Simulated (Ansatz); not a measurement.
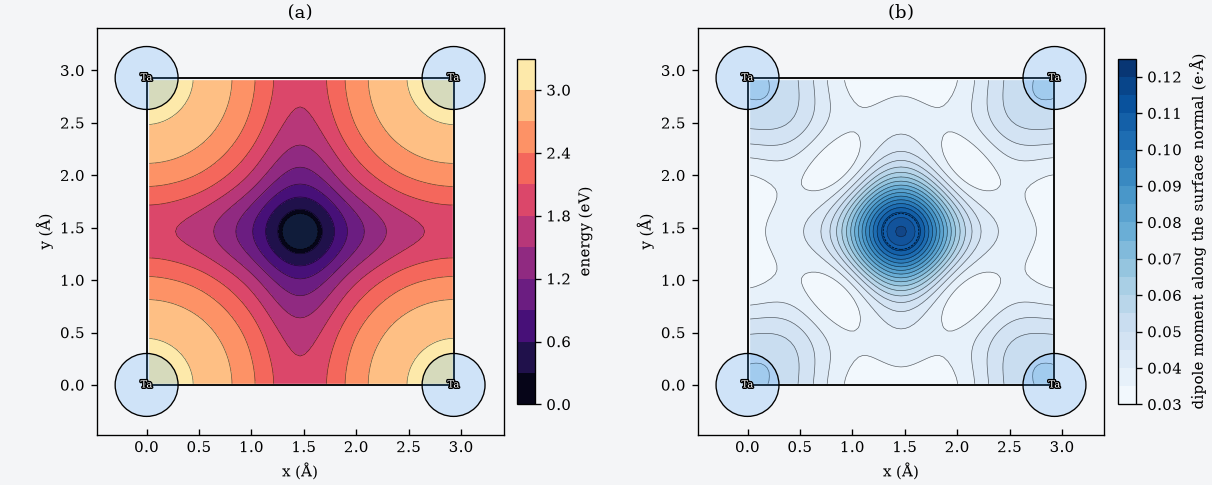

CH on a Ta(100) slab cut from the Fm-3m phase, its upper half relaxed before the scan (12 atoms of substrate and one adsorbate in a 2 × 2 cell). CH is moved over the surface cell; relaxed at each place: the height of the adsorbate's atoms; substrate rigid; the origin of the map has the adsorbate above Ta9. Places are given modulo a cell vector. The map is drawn in real space over the plane of the surface. Grid: 6 × 6 points; 10 points were computed and 26 follow by symmetry. Places are given in fractions of the 1 × 1 surface cell. Energies: eV, counted from the lowest grid point. These are results of DFT LDA, scalar-relativistic, plane waves, PAW in Ansatz, not measurements. Settings: cutoff 420 eV, k-mesh 5×5×1, gaussian smearing 0.1 eV, spin-polarised.

Panel (a) is the energy; panel (b) is the computed dipole moment along the surface normal, in e·Å.

The picture shows filled contours, labelled circles for the atoms of the top layer and small ones for the second layer, the outline of one cell of the plane. Between grid points the surface is interpolated.

### How does the dipole moment along the surface normal vary over the map, and what is it at the lowest grid point?

It runs from 0.03 e·Å at a bridge site between two Ta atoms, (0/6, 3/6) of the cell vectors to 0.12 e·Å at a fourfold hollow over a second-layer Ta atom, (3/6, 3/6) of the cell vectors. At the lowest grid point, a fourfold hollow over a second-layer Ta atom, (3/6, 3/6) of the cell vectors, it is 0.12 e·Å.

PAW datasets: the set soft_1.
